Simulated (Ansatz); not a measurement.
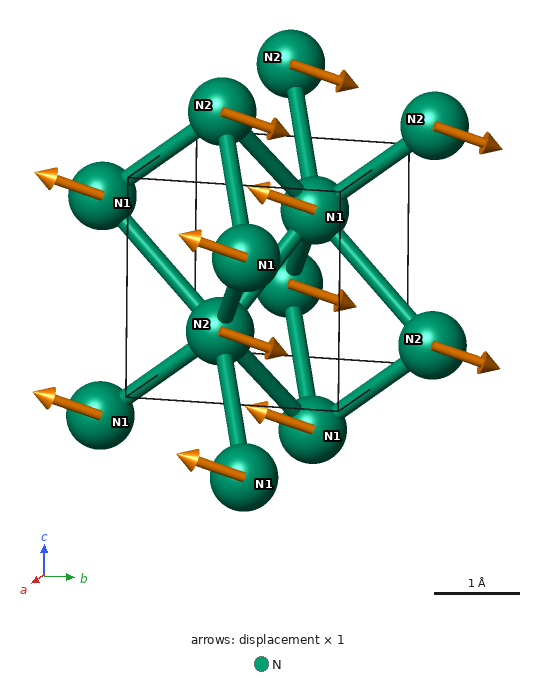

This is a relaxation of crystalline N (set up in P-1) (coarse preliminary run). The starting structure is drawn; orange arrows show the displacements, at their true length.

Style: ball-and-stick. Shown: the cell of the calculation, reduced to other axes, slightly off an axis. Lengths and directions refer to the drawn axes.

Case: input drawn at random.

The calculation used DFT PBE, scalar-relativistic, plane waves, PAW (Ansatz). Settings: plane-wave cutoff 220 eV; occupations gaussian; smearing width 0.1 eV; no spin polarisation; atoms relaxed in a fixed cell; force threshold 0.02 eV/Å; at most 30 steps.

**What happened in the run?**

The energy falls by 4.479 eV per cell of the calculation in 15 accepted moves (17 points after the start). Largest force component: 1.5 eV/Å at the start, 0.0036 eV/Å at the end. The line search rejected the trial step at point 12 of the run. 1 step only repeated the SCF at the same geometry. The largest moves, 0.88 Å, are those of N1 and N2. N1 goes along [0 −3 1]. The cell stays as it was. Among the contacts that change: N1–N2 2.129 → 3.701 Å, N1–N2 (another image) 1.906 → 3.079 Å, N1–N2 (another image) 1.919 → 2.870 Å, N1–N2 (another image) 1.977 → 1.078 Å. The space group stays P-1 (No. 2).

Limits of the set-up: the cutoff lies below the recommended one.
